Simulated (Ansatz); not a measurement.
```cif
data_structure
_symmetry_space_group_name_H-M 'P 1'
_symmetry_Int_Tables_number 1
_cell_length_a 4.0101
_cell_length_b 4.0101
_cell_length_c 6.4632
_cell_angle_alpha 90.000
_cell_angle_beta 90.000
_cell_angle_gamma 120.000
_cell_volume 90.01
loop_
_atom_site_label
_atom_site_type_symbol
_atom_site_fract_x
_atom_site_fract_y
_atom_site_fract_z
_atom_site_occupancy
Mn1 Mn 0.33333 0.66667 0.00302 1
Mn2 Mn 0.66667 0.33333 0.50302 1
S1 S 0.33333 0.66667 0.38198 1
S2 S 0.66667 0.33333 0.88198 1
```

Space group P6₃mc; the SCF solution may not be the lowest one; the program warned that another magnetic order may lie lower; spin-polarised.

Computed with Ansatz, DFT r2SCAN, scalar-relativistic, plane waves, PAW.

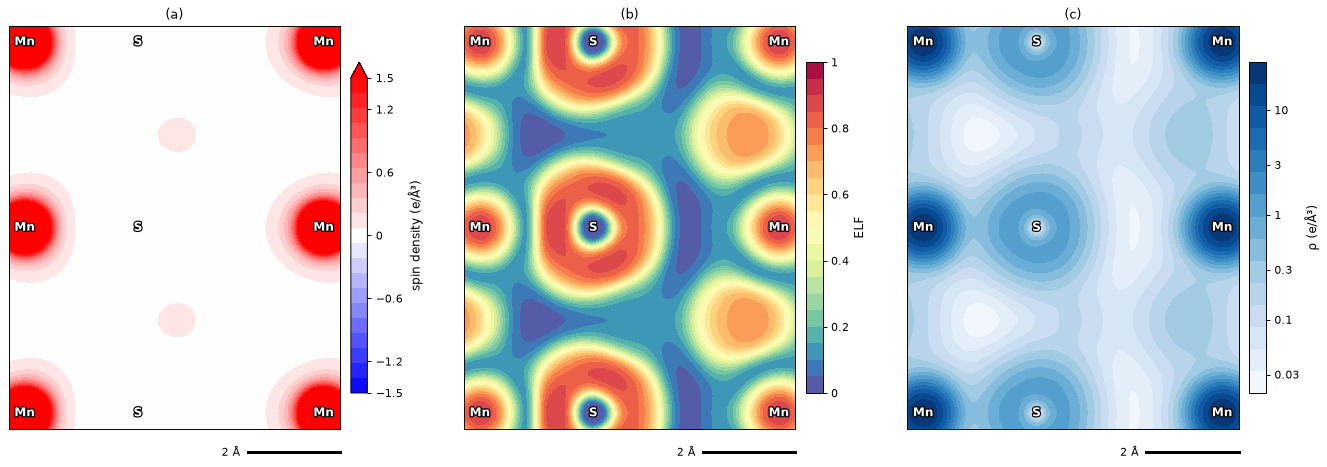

MnS. (a) magnetisation density (up minus down); (b) electron localisation function; (c) valence electron density on the (11̄0) plane of the conventional cell.

Core electrons are frozen (PAW), and the valence fields are smoothed inside the atomic spheres.

Question: Interpret the plot.

Answer:
- Atoms in the plane: Mn and S.
- Mn–S (2.45 Å): ρ at the midpoint is about 0.43 e/Å³; the ELF peaks at about 0.90 in the valence shell of S, 0.9 Å from its nucleus, and is about 0.50 at the midpoint.
- Between the atoms the lowest density in this plane is 0.02 e/Å³.
- The features right at Mn lie inside the PAW spheres, where the map follows smoothed inner orbitals and isn't to be read closely.
- The spin density sits on Mn: +4.3 μB (×2) in one cell of 4 atoms, with smaller moments on S (up to +0.11 μB): parallel main moments (a ferromagnetic arrangement) in this solution. The cell of the calculation (4 atoms) carries 10.0 μB of net spin moment.
